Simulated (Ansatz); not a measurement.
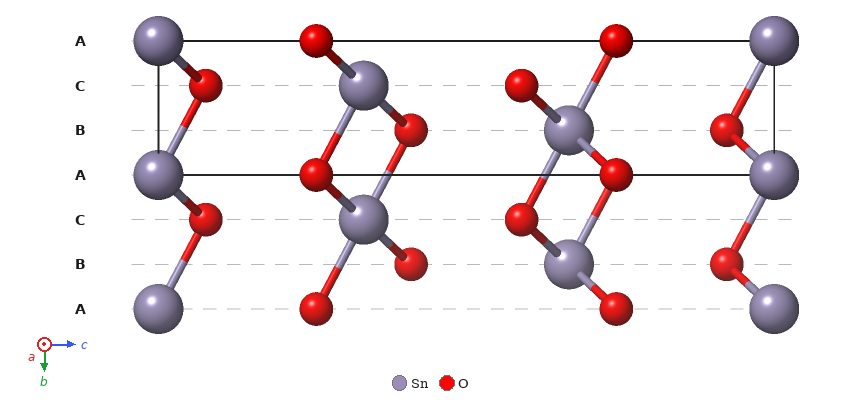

The picture looks along a close-packed row of the hexagonal mesh; c points to the right. The dashed lines mark the three columns A (0, 0), B (1/3, 2/3) and C (2/3, 1/3). The sequence starts with the first layer at or above the cell's origin.

System SnO2; source of the atomic positions: coordinates from a relaxation with Ansatz 0.2.0, DFT PBE+D3(BJ), scalar-relativistic, plane waves, PAW; the starting structure was generated, so it need not be a known form of this composition.

Read off the stacking sequence over one period.

Sn(A) – O(C) – O(A) – Sn(C) – O(B) – O(C) – Sn(B) – O(A) – O(B) (nine layers in 12.88 Å).

How are the O layers alone stacked?

O layers alone: CABCAB, the cubic type.

Which positions between or in the O layers do the other atoms fill?

Sn: three octahedral sites (per hexagonal cell). Three of the six gaps between O layers are empty, 2.31 Å wide.

What short polytype symbol fits?

Polytype symbol 3R, the symbol of a layered MX2 polytype (number of slabs in the repeat and lattice).
